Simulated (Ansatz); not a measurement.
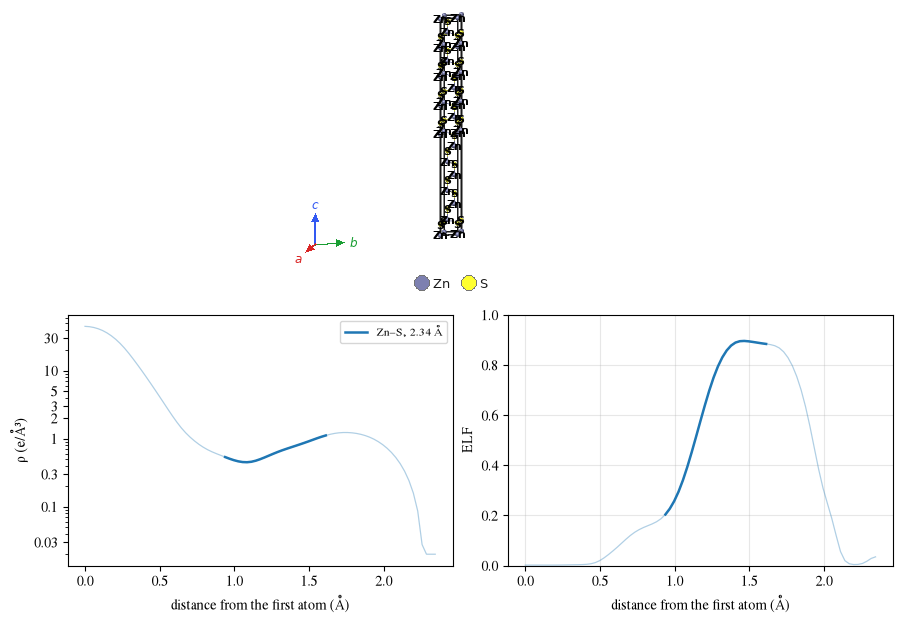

Figure. ZnS. Valence charge density (pseudo) and electron localisation function along straight lines between neighbouring atoms. Thin, pale parts lie inside the atomic spheres. The structure is drawn too.

Space group R3m.

All numbers below come from DFT, r2SCAN, plane-wave PAW, default files, scalar-relativistic (Ansatz 0.2.0).

Core electrons are frozen (PAW), and the valence fields are smoothed inside the atomic spheres.

Q: What can be read from the curves?

A: Zn–S (2.34 Å): ρ at the midpoint is about 0.5 e/Å³; the ELF peaks at about 0.90 in the valence shell of S, 0.9 Å from its nucleus, and is about 0.60 at the midpoint.
